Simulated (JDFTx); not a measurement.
**Geometry relaxation, with input and output: BiS (part 2 of 2)**

The same run, continued: BiS (Pm-3m, 2 atoms in the cell); Kohn-Sham DFT of a periodic cell, PBE, PseudoDojo-SR-PBE-0.5-standard + PseudoDojo-SR-PBE-0.4.1-standard, no spin polarisation (JDFTx 1.7.0 (patched build)); cutoff 897.98 eV, 7×7×7 k-mesh, fermi-dirac of 0.05 eV. The structure was made by swapping elements on the sites of another compound; it need not be a known phase.

Geometry of the input (Å; fractional positions):
```
4.0029  0.0000  0.0000
0.0000  4.0029  0.0000
0.0000  0.0000  4.0029
Bi 0.5000  0.5000  0.5000
S  0.0000  0.0000  0.0000
```

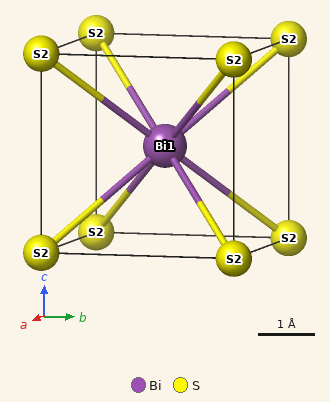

*The geometry at step 3 of the log (ball-and-stick view of the cell of the calculation, seen slightly off an axis; atoms are numbered from 1 in the order of the input).*

What the program printed, continued:
```
-------- Electronic minimization -----------
Will mix electronic density at each iteration.
	FillingsUpdate:  mu: +0.279624176  nElectrons: 21.000000
	FillingsUpdate:  mu: +0.462047083  nElectrons: 21.000000
SCF: Cycle:  0   F: -81.594375790810176   dF: -7.751e-03   |Residual|: 3.493e-02   |deigs|: 8.019e-03
	FillingsUpdate:  mu: +0.460864943  nElectrons: 21.000000
SCF: Cycle:  1   F: -81.597637161311980   dF: -3.261e-03   |Residual|: 9.814e-03   |deigs|: 9.227e-03
	FillingsUpdate:  mu: +0.460207234  nElectrons: 21.000000
SCF: Cycle:  2   F: -81.597781701602585   dF: -1.445e-04   |Residual|: 3.884e-03   |deigs|: 3.423e-03
	FillingsUpdate:  mu: +0.459883193  nElectrons: 21.000000
SCF: Cycle:  3   F: -81.597788490409656   dF: -6.789e-06   |Residual|: 1.283e-03   |deigs|: 8.516e-04
	FillingsUpdate:  mu: +0.459754882  nElectrons: 21.000000
SCF: Cycle:  4   F: -81.597789143127642   dF: -6.527e-07   |Residual|: 1.614e-04   |deigs|: 3.033e-04
	FillingsUpdate:  mu: +0.459760370  nElectrons: 21.000000
SCF: Cycle:  5   F: -81.597789237098567   dF: -9.397e-08   |Residual|: 8.726e-05   |deigs|: 1.283e-04
	FillingsUpdate:  mu: +0.459759873  nElectrons: 21.000000
SCF: Cycle:  6   F: -81.597789251831088   dF: -1.473e-08   |Residual|: 3.754e-05   |deigs|: 7.774e-05
	FillingsUpdate:  mu: +0.459758846  nElectrons: 21.000000
SCF: Cycle:  7   F: -81.597789257784896   dF: -5.954e-09   |Residual|: 7.923e-06   |deigs|: 6.344e-05
	FillingsUpdate:  mu: +0.459759304  nElectrons: 21.000000
SCF: Cycle:  8   F: -81.597789259728302   dF: -1.943e-09   |Residual|: 3.330e-06   |deigs|: 5.504e-05
	FillingsUpdate:  mu: +0.459759286  nElectrons: 21.000000
SCF: Cycle:  9   F: -81.597789260439200   dF: -7.109e-10   |Residual|: 4.636e-06   |deigs|: 1.313e-04
	FillingsUpdate:  mu: +0.459759830  nElectrons: 21.000000
SCF: Cycle: 10   F: -81.597789260695706   dF: -2.565e-10   |Residual|: 5.836e-06   |deigs|: 6.709e-05
SCF: Converged (|Delta E|<1.000000e-09 for 2 iters).

Setting wave functions to eigenvectors of Hamiltonian
# Lattice vectors:
R =
[       6.6672            0            0  ]
[            0       6.6672            0  ]
[            0            0       6.6672  ]
unit cell volume = 296.367

# Strain tensor in Cartesian coordinates:
[    -0.118617            0            0  ]
[            0    -0.118617            0  ]
[            0            0    -0.118617  ]

# Stress tensor in Cartesian coordinates [Eh/a0^3]:
[ -0.000161603            0            0  ]
[            0 -0.000161603            0  ]
[            0            0 -0.000161603  ]

# Ionic positions in lattice coordinates:
ion Bi   0.500000000000000   0.500000000000000   0.500000000000000 1
ion S   0.000000000000000   0.000000000000000   0.000000000000000 1

# Forces in Cartesian coordinates:
force Bi  -0.000000000000000   0.000000000000000  -0.000000000000000 1
force S   0.000000000000000  -0.000000000000000  -0.000000000000000 1

# Energy components:
   Eewald =      -66.3609605406522292
       EH =       15.6482987923016221
     Eloc =      -46.7765472371522080
      Enl =      -13.8527029200263847
      Exc =      -24.8235884968108032
 Exc_core =       11.4525472005488247
       KE =       43.1158094691010874
-------------------------------------
     Etot =      -81.5971437326900855
       TS =        0.0006455280056207
-------------------------------------
        F =      -81.5977892606957056

LatticeMinimize: Iter:   2  F: -81.597789260695706  |grad|_K:  1.097e-02  alpha:  6.877e-01  linmin:  1.000e+00

#--- Lowdin population analysis ---
# oxidation-state Bi +0.528
# oxidation-state S -0.424

-------- Electronic minimization -----------
Will mix electronic density at each iteration.
	FillingsUpdate:  mu: +0.459759830  nElectrons: 21.000000
	FillingsUpdate:  mu: +0.412668110  nElectrons: 21.000000
SCF: Cycle:  0   F: -81.598980342168574   dF: -1.645e-03   |Residual|: 6.369e-03   |deigs|: 4.982e-04
	FillingsUpdate:  mu: +0.412899437  nElectrons: 21.000000
SCF: Cycle:  1   F: -81.599101294563553   dF: -1.210e-04   |Residual|: 1.900e-03   |deigs|: 1.717e-03
	FillingsUpdate:  mu: +0.413027100  nElectrons: 21.000000
SCF: Cycle:  2   F: -81.599105994483551   dF: -4.700e-06   |Residual|: 7.719e-04   |deigs|: 5.502e-04
	FillingsUpdate:  mu: +0.413093797  nElectrons: 21.000000
SCF: Cycle:  3   F: -81.599106424156645   dF: -4.297e-07   |Residual|: 2.581e-04   |deigs|: 1.796e-04
	FillingsUpdate:  mu: +0.413121496  nElectrons: 21.000000
SCF: Cycle:  4   F: -81.599106475587092   dF: -5.143e-08   |Residual|: 7.994e-05   |deigs|: 5.841e-05
	FillingsUpdate:  mu: +0.413124080  nElectrons: 21.000000
SCF: Cycle:  5   F: -81.599106485765930   dF: -1.018e-08   |Residual|: 2.196e-05   |deigs|: 2.140e-05
	FillingsUpdate:  mu: +0.413123718  nElectrons: 21.000000
SCF: Cycle:  6   F: -81.599106488907907   dF: -3.142e-09   |Residual|: 9.377e-06   |deigs|: 1.585e-05
	FillingsUpdate:  mu: +0.413123363  nElectrons: 21.000000
SCF: Cycle:  7   F: -81.599106489585651   dF: -6.777e-10   |Residual|: 1.444e-06   |deigs|: 1.328e-04
	FillingsUpdate:  mu: +0.413123533  nElectrons: 21.000000
SCF: Cycle:  8   F: -81.599106489805166   dF: -2.195e-10   |Residual|: 1.385e-06   |deigs|: 1.128e-04
SCF: Converged (|Delta E|<1.000000e-09 for 2 iters).

Setting wave functions to eigenvectors of Hamiltonian
# Lattice vectors:
R =
[       6.8341            0            0  ]
[            0       6.8341            0  ]
[            0            0       6.8341  ]
unit cell volume = 319.186

# Strain tensor in Cartesian coordinates:
[   -0.0965522            0            0  ]
[            0   -0.0965522            0  ]
[            0            0   -0.0965522  ]

# Stress tensor in Cartesian coordinates [Eh/a0^3]:
[  3.42129e-05            0            0  ]
[            0  3.42129e-05            0  ]
[            0            0  3.42129e-05  ]

# Ionic positions in lattice coordinates:
ion Bi   0.500000000000000   0.500000000000000   0.500000000000000 1
ion S  -0.000000000000000   0.000000000000000   0.000000000000000 1

# Forces in Cartesian coordinates:
force Bi  -0.000000000000000   0.000000000000000  -0.000000000000000 1
force S   0.000000000000000   0.000000000000000   0.000000000000000 1

# Energy components:
   Eewald =      -64.7402576511255603
       EH =       16.3940267476148520
     Eloc =      -49.0822147352408820
      Enl =      -13.8654413804743637
      Exc =      -24.7778601876218723
 Exc_core =       11.4525468500137073
       KE =       43.0205880963440848
-------------------------------------
     Etot =      -81.5986122604900288
       TS =        0.0004942293151324
-------------------------------------
        F =      -81.5991064898051661

LatticeMinimize: Iter:   3  F: -81.599106489805166  |grad|_K:  2.500e-03  alpha:  1.000e+00  linmin:  1.000e+00

#--- Lowdin population analysis ---
# oxidation-state Bi +0.533
# oxidation-state S -0.439

-------- Electronic minimization -----------
Will mix electronic density at each iteration.
	FillingsUpdate:  mu: +0.413123533  nElectrons: 21.000000
	FillingsUpdate:  mu: +0.421539931  nElectrons: 21.000000
SCF: Cycle:  0   F: -81.599181684862018   dF: -6.677e-05   |Residual|: 1.254e-03   |deigs|: 7.004e-05
	FillingsUpdate:  mu: +0.421495677  nElectrons: 21.000000
SCF: Cycle:  1   F: -81.599186320060369   dF: -4.635e-06   |Residual|: 3.844e-04   |deigs|: 3.338e-04
	FillingsUpdate:  mu: +0.421471057  nElectrons: 21.000000
[... 3 further cycles ...]
SCF: Cycle:  5   F: -81.599186595683747   dF: -9.467e-10   |Residual|: 3.097e-06   |deigs|: 4.263e-05
	FillingsUpdate:  mu: +0.421453081  nElectrons: 21.000000
SCF: Cycle:  6   F: -81.599186595897564   dF: -2.138e-10   |Residual|: 1.780e-06   |deigs|: 4.382e-05
SCF: Converged (|Delta E|<1.000000e-09 for 2 iters).

Setting wave functions to eigenvectors of Hamiltonian
# Lattice vectors:
R =
[      6.80302            0            0  ]
[            0      6.80302            0  ]
[            0            0      6.80302  ]
unit cell volume = 314.851

# Strain tensor in Cartesian coordinates:
[    -0.100661            0            0  ]
[            0    -0.100661            0  ]
[            0            0    -0.100661  ]

# Stress tensor in Cartesian coordinates [Eh/a0^3]:
[  2.33511e-06            0            0  ]
[            0  2.33511e-06            0  ]
[            0            0  2.33511e-06  ]

# Ionic positions in lattice coordinates:
ion Bi   0.500000000000000   0.500000000000000   0.500000000000000 1
ion S  -0.000000000000000   0.000000000000000   0.000000000000000 1

# Forces in Cartesian coordinates:
force Bi   0.000000000000000   0.000000000000000   0.000000000000000 1
force S  -0.000000000000000  -0.000000000000000  -0.000000000000000 1

# Energy components:
   Eewald =      -65.0360359799376226
       EH =       16.2560134955690501
     Eloc =      -48.6591579425436507
      Enl =      -13.8630553638741816
      Exc =      -24.7859716446106759
 Exc_core =       11.4525470714130186
       KE =       43.0369957312576901
-------------------------------------
     Etot =      -81.5986646327263827
       TS =        0.0005219631711805
-------------------------------------
        F =      -81.5991865958975637

LatticeMinimize: Iter:   4  F: -81.599186595897564  |grad|_K:  1.683e-04  alpha:  1.000e+00  linmin: -1.000e+00

#--- Lowdin population analysis ---
# oxidation-state Bi +0.532
# oxidation-state S -0.437

-------- Electronic minimization -----------
Will mix electronic density at each iteration.
	FillingsUpdate:  mu: +0.421453081  nElectrons: 21.000000
	FillingsUpdate:  mu: +0.422038470  nElectrons: 21.000000
SCF: Cycle:  0   F: -81.599186918576365   dF: -3.116e-07   |Residual|: 8.274e-05   |deigs|: 2.389e-05
	FillingsUpdate:  mu: +0.422035408  nElectrons: 21.000000
SCF: Cycle:  1   F: -81.599186950270806   dF: -3.169e-08   |Residual|: 2.697e-05   |deigs|: 3.132e-05
	FillingsUpdate:  mu: +0.422033770  nElectrons: 21.000000
SCF: Cycle:  2   F: -81.599186952311953   dF: -2.041e-09   |Residual|: 1.015e-05   |deigs|: 2.108e-05
	FillingsUpdate:  mu: +0.422032999  nElectrons: 21.000000
SCF: Cycle:  3   F: -81.599186952595375   dF: -2.834e-10   |Residual|: 4.529e-06   |deigs|: 1.749e-05
	FillingsUpdate:  mu: +0.422032550  nElectrons: 21.000000
SCF: Cycle:  4   F: -81.599186952661910   dF: -6.654e-11   |Residual|: 1.401e-06   |deigs|: 3.739e-05
SCF: Converged (|Delta E|<1.000000e-09 for 2 iters).

Setting wave functions to eigenvectors of Hamiltonian
# Lattice vectors:
R =
[      6.80088            0            0  ]
[            0      6.80088            0  ]
[            0            0      6.80088  ]
unit cell volume = 314.554

# Strain tensor in Cartesian coordinates:
[    -0.100944            0            0  ]
[            0    -0.100944            0  ]
[            0            0    -0.100944  ]

# Stress tensor in Cartesian coordinates [Eh/a0^3]:
[  7.12389e-08            0            0  ]
[            0  7.12389e-08            0  ]
[            0            0  7.12389e-08  ]

# Ionic positions in lattice coordinates:
ion Bi   0.500000000000000   0.500000000000000   0.500000000000000 1
ion S  -0.000000000000000  -0.000000000000000  -0.000000000000000 1

# Forces in Cartesian coordinates:
force Bi   0.000000000000000   0.000000000000000  -0.000000000000000 1
force S  -0.000000000000000   0.000000000000000  -0.000000000000000 1

# Energy components:
   Eewald =      -65.0565061658677735
       EH =       16.2464972650913992
     Eloc =      -48.6299257185430207
      Enl =      -13.8628922167450419
      Exc =      -24.7865386204377778
 Exc_core =       11.4525470830034042
       KE =       43.0381553739568830
-------------------------------------
     Etot =      -81.5986629995419150
       TS =        0.0005239531199922
-------------------------------------
        F =      -81.5991869526619098

LatticeMinimize: Iter:   5  F: -81.599186952661910  |grad|_K:  5.131e-06  alpha:  1.000e+00  linmin: -1.000e+00

#--- Lowdin population analysis ---
# oxidation-state Bi +0.532
# oxidation-state S -0.437

-------- Electronic minimization -----------
Will mix electronic density at each iteration.
	FillingsUpdate:  mu: +0.422032550  nElectrons: 21.000000
	FillingsUpdate:  mu: +0.422049891  nElectrons: 21.000000
SCF: Cycle:  0   F: -81.599186952660148   dF: -4.039e-11   |Residual|: 8.527e-07   |deigs|: 1.771e-05
	FillingsUpdate:  mu: +0.422049839  nElectrons: 21.000000
SCF: Cycle:  1   F: -81.599186952943526   dF: -2.834e-10   |Residual|: 1.389e-06   |deigs|: 2.286e-05
SCF: Converged (|Delta E|<1.000000e-09 for 2 iters).

Setting wave functions to eigenvectors of Hamiltonian
# Lattice vectors:
R =
[      6.80082            0            0  ]
[            0      6.80082            0  ]
[            0            0      6.80082  ]
unit cell volume = 314.545

# Strain tensor in Cartesian coordinates:
[    -0.100952            0            0  ]
[            0    -0.100952            0  ]
[            0            0    -0.100952  ]

# Stress tensor in Cartesian coordinates [Eh/a0^3]:
[ -4.25466e-08            0            0  ]
[            0 -4.25466e-08            0  ]
[            0            0 -4.25466e-08  ]

# Ionic positions in lattice coordinates:
ion Bi   0.500000000000000   0.500000000000000   0.500000000000000 1
ion S  -0.000000000000000  -0.000000000000000  -0.000000000000000 1

# Forces in Cartesian coordinates:
force Bi   0.000000000000000   0.000000000000000   0.000000000000000 1
force S   0.000000000000000   0.000000000000000   0.000000000000000 1

# Energy components:
   Eewald =      -65.0571134785501926
       EH =       16.2462082601940914
     Eloc =      -48.6290483725486027
      Enl =      -13.8628863524892321
      Exc =      -24.7865541113996137
 Exc_core =       11.4525470833437559
       KE =       43.0381840312010624
-------------------------------------
     Etot =      -81.5986629402487438
       TS =        0.0005240126947789
-------------------------------------
        F =      -81.5991869529435263

LatticeMinimize: Iter:   6  F: -81.599186952943526  |grad|_K:  3.064e-06  alpha:  1.000e+00  linmin:  1.000e+00
LatticeMinimize: Converged (|Delta F|<1.000000e-06 for 2 iters).

#--- Lowdin population analysis ---
# oxidation-state Bi +0.532
# oxidation-state S -0.437

Dumping 'run.eigStats' ...
	eMin: -0.453132 at state 0 ( [ +0.000000 +0.000000 +0.000000 ] spin 0 )
	HOMO: +0.421238 at state 7 ( [ +0.000000 +0.285714 +0.285714 ] spin 0 )
	mu  : +0.422050
	LUMO: +0.423297 at state 14 ( [ +0.142857 +0.285714 +0.428571 ] spin 0 )
	eMax: +0.982304 at state 19 ( [ +0.428571 +0.428571 +0.428571 ] spin 0 )
	HOMO-LUMO gap: +0.002059
	Optical gap  : +0.031390 at state 18 ( [ +0.285714 +0.428571 +0.428571 ] spin 0 )
Done!
```

Trajectory as extended XYZ (Å, eV, eV/Å), 7 frames, from step=0 to step=6:
```
2
Lattice="4.0029 0.0000 0.0000 0.0000 4.0029 0.0000 0.0000 0.0000 4.0029" Properties=species:S:1:pos:R:3:forces:R:3 step=0 energy=-2219.61521
Bi    2.0015    2.0015    2.0015    0.0000   0.0000   0.0000
S     0.0000    0.0000    0.0000    0.0000   0.0000   0.0000
2
Lattice="3.9247 0.0000 0.0000 0.0000 3.9247 0.0000 0.0000 0.0000 3.9247" Properties=species:S:1:pos:R:3:forces:R:3 step=1 energy=-2219.85986
Bi    1.9623    1.9623    1.9623    0.0000   0.0000   0.0000
S     0.0000    0.0000    0.0000    0.0000   0.0000   0.0000
2
Lattice="3.5281 0.0000 0.0000 0.0000 3.5281 0.0000 0.0000 0.0000 3.5281" Properties=species:S:1:pos:R:3:forces:R:3 step=2 energy=-2220.38896
Bi    1.7641    1.7641    1.7641    0.0000   0.0000   0.0000
S     0.0000    0.0000    0.0000    0.0000   0.0000   0.0000
2
Lattice="3.6164 0.0000 0.0000 0.0000 3.6164 0.0000 0.0000 0.0000 3.6164" Properties=species:S:1:pos:R:3:forces:R:3 step=3 energy=-2220.42480
Bi    1.8082    1.8082    1.8082    0.0000   0.0000   0.0000
S     0.0000    0.0000    0.0000    0.0000   0.0000   0.0000
2
Lattice="3.6000 0.0000 0.0000 0.0000 3.6000 0.0000 0.0000 0.0000 3.6000" Properties=species:S:1:pos:R:3:forces:R:3 step=4 energy=-2220.42698
Bi    1.8000    1.8000    1.8000    0.0000   0.0000   0.0000
S     0.0000    0.0000    0.0000    0.0000   0.0000   0.0000
2
Lattice="3.5989 0.0000 0.0000 0.0000 3.5989 0.0000 0.0000 0.0000 3.5989" Properties=species:S:1:pos:R:3:forces:R:3 step=5 energy=-2220.42699
Bi    1.7994    1.7994    1.7994    0.0000   0.0000   0.0000
S     0.0000    0.0000    0.0000    0.0000   0.0000   0.0000
2
Lattice="3.5988 0.0000 0.0000 0.0000 3.5988 0.0000 0.0000 0.0000 3.5988" Properties=species:S:1:pos:R:3:forces:R:3 step=6 energy=-2220.42699
Bi    1.7994    1.7994    1.7994    0.0000   0.0000   0.0000
S     0.0000    0.0000    0.0000    0.0000   0.0000   0.0000
```

Results in brief:

```json
{"quantity": "outcome", "value": "converged"}
{"quantity": "space group (tolerance 0.01 Å)", "value": "Pm-3m (221)"}
{"quantity": "electrons treated", "value": "21"}
{"quantity": "free energy", "value": "−2220.4270 eV"}
{"quantity": "Fermi energy", "value": "11.485 eV"}
{"quantity": "gap on the k-point mesh", "value": "none (metallic)"}
{"quantity": "pressure", "value": "0.00 GPa"}
{"quantity": "final volume", "value": "46.61 Å³"}
{"quantity": "largest force (length of the vector) at the end", "value": "under 0.001 eV/Å"}
{"quantity": "final cell", "value": "a = 3.599 Å, b = 3.599 Å, c = 3.599 Å, α = 90.00°, β = 90.00°, γ = 90.00°"}
{"quantity": "hardware", "value": "1 thread of Arm Neoverse V2, 24 GiB of memory available, shared host"}
{"quantity": "wall time", "value": "3.3 min"}
{"quantity": "peak memory", "value": "0.12 GiB"}
```

Notes:

Spin–orbit coupling is left out, which matters for Bi. The cell holds an odd number of electrons but the run has no spin polarisation, so a band is left half filled.
